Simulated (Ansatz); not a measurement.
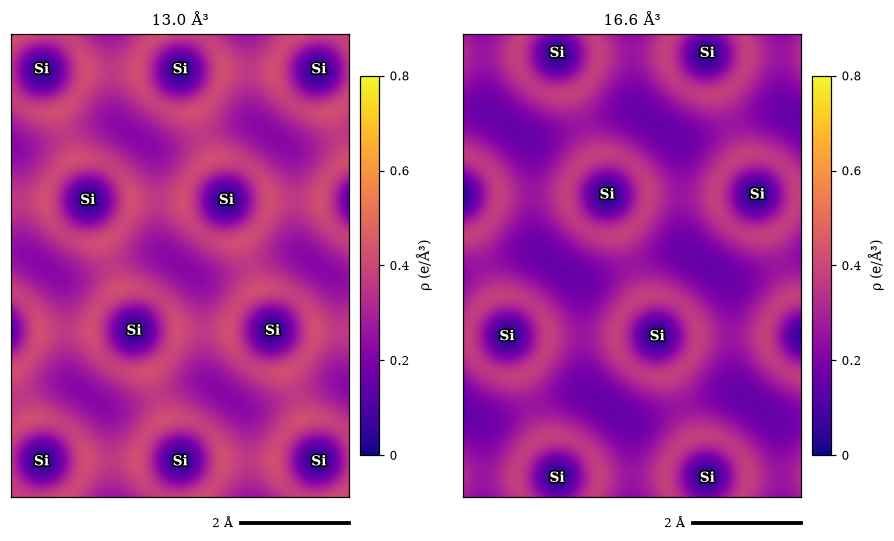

Si. The valence electron density of cells scaled evenly to different volumes (given per atom above each panel), on the (001) plane of each (indices in the axes of the cell below), at one length scale and on one colour scale.

A generated structure, not necessarily the stable one.

Theory: DFT, RPBE, plane waves (420 eV) with PAW, scalar-relativistic (Ansatz).

In a PAW calculation such maps are meaningful between the atoms, not at the nuclei.

The largest cell:

```xyz
1
Lattice="-1.6061 1.6061 1.6061 1.6061 -1.6061 1.6061 1.6061 1.6061 -1.6061" Properties=species:S:1:pos:R:3 pbc="T T T"
Si    0.0000    0.0000    0.0000
```

| volume (Å³/atom) | Si–Si contact in the plane (Å) | ρ at its midpoint (e/Å³) | pressure (GPa) | 
| --- | --- | --- | --- |
| 13.02 | 2.567 | 0.360 | 15.7 | 
| 14.21 | 2.643 | ? | ? | 
| 16.57 | 2.782 | 0.263 | −8.0 | 

Estimate the missing row, and compare with the calculation.

Over the known rows ln ρ falls by 1.46 per Å of Si–Si distance (the line through the two), which gives 0.322 e/Å³ at 2.643 Å; the calculation gives 0.323 e/Å³. For the pressure, a straight line in volume between the neighbouring rows gives 7.8 GPa; the calculation gives 4.3, lower because pressure rises ever faster on compression.
